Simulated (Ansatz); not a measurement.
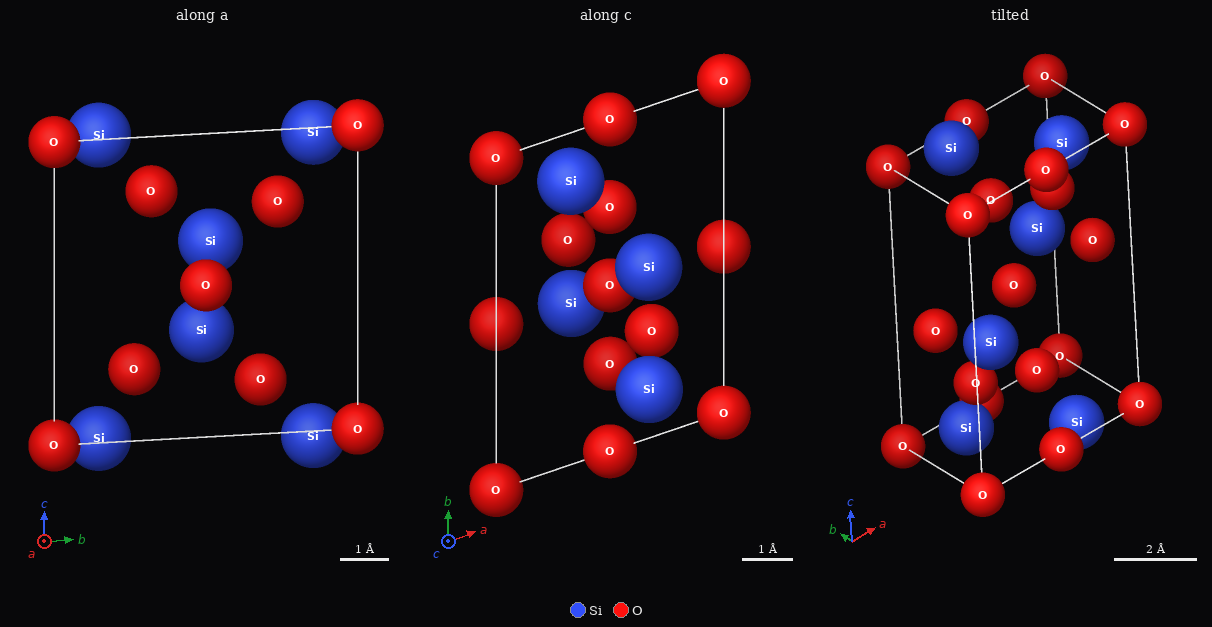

Shown here is a spheres-only view of the crystal, taken along the a axis, along the c axis and slightly off an axis. The conventional unit cell is outlined; an atom on or near a face, edge or corner is repeated at each equivalent position. Cell: a = 5.273 Å, b = 6.850 Å, c = 6.895 Å, α = 79.24°, β = 67.52°, γ = 68.68°.

- The stoichiometry is SiO2.
- Space group P-1 (No. 2), lattice primitive triclinic.
- Content of the cell: 4 Si, 8 O (Z = 4).
- Si is coordinated by four O in a tetrahedral arrangement at about 1.6 Å. O is coordinated by two Si at about 1.6 Å.

The initial geometry was a structure listed in the Materials Project. The cell was then strained or its atoms displaced on purpose. The atoms were relaxed in a fixed cell with DFT PBE, scalar-relativistic, plane waves, PAW in Ansatz 0.2.0.
